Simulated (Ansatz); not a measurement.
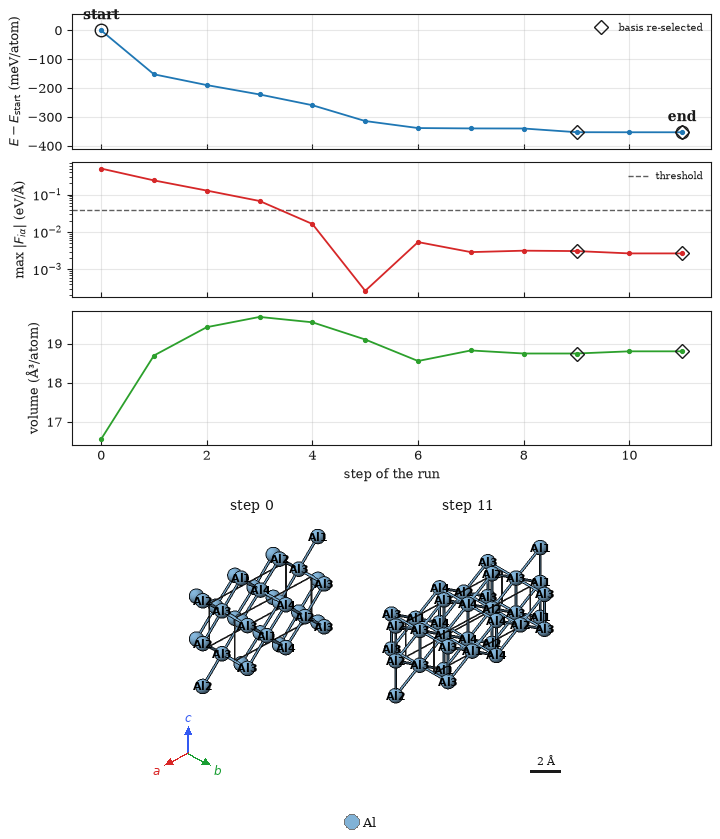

First and last geometry of a relaxation of crystalline Al (a generated structure, set up in Pmma) (coarse preliminary run), with the history of the run. A ball-and-stick model of the cell of the calculation, seen from a free direction.

All numbers below come from Ansatz 0.2.0, DFT PBE, scalar-relativistic, plane waves, PAW.

Input
```yaml
crystal:
  lattice:
    - [7.36972526, 0.0, 0.0]
    - [0.0, 2.52125243, 0.0]
    - [0.0, 0.0, 3.56459348]
  atoms:
    - { symbol: Al, position: [0.75, 0.5, 0.52062309] }
    - { symbol: Al, position: [0.25, 0.5, 0.47937691] }
    - { symbol: Al, position: [0.0, 0.5, 0.0] }
    - { symbol: Al, position: [0.5, 0.5, 0.0] }
basis:
  ecutwfc: 420
kpoints:
  mp_grid: { grid: [4, 6, 6] }
hamiltonian:
  xc: pbe
scf:
  occupations: { method: gaussian, width: 0.1 }
  lower_state_search: "off"
output:
  forces: true
  stress: true
  eigenvalues: true
relax:
  adjacent_minimum: "off"
  f_tol: 0.04
  max_steps: 70
  cell: { stress_tol: 0.4 }
```

Command:
```bash
ansatz run input.yaml --threads 1 --pin off --max-ram 2560MiB --backend cpu --events-out ev --progress --plain --runs-dir out
```

Question: Did the run converge, and what did it change?

Answer: It converged. The energy falls by 353 meV per atom in 9 accepted moves (11 points after the start). Largest force component: 0.5 eV/Å at the start, 0.0027 eV/Å at the end. The pressure goes from 17.42 to 0.17 GPa. At 2 points the geometry stayed and the basis and grid were re-selected for the new cell (energy shift of 12.8 meV per atom at most each time). The largest moves relative to the cell, 0.061 Å, are those of Al1 and Al2. Al1 goes along −c. The drawn cell changes as follows: a 7.370 → 9.255 Å (+25.6 %), b 2.521 → 2.805 Å (+11.3 %), c 3.565 → 2.897 Å (−18.7 %); the volume changes by +13.5 %. Among the contacts that change: Al1–Al1 3.565 → 2.897 Å, Al1–Al1 (another image) 2.521 → 2.805 Å, Al1–Al3 2.513 → 2.731 Å, Al1–Al3 (another image) 2.615 → 2.729 Å. Among the angles between lasting bonds that change: Al3–Al1–Al4 89.6° → 116.0°, Al3–Al1–Al3 88.1° → 64.1°, Al1–Al4–Al2 91.9° → 115.9°. The space group (tolerance 0.01 Å) goes from Pmma (No. 51) to Cmmm (No. 65). Cost: 29 s on 1 thread of Arm Neoverse V1, with other jobs on the host, peak memory 0.33 GiB.

Limits of the set-up: the k-point mesh is coarse for a cell with partly filled bands.
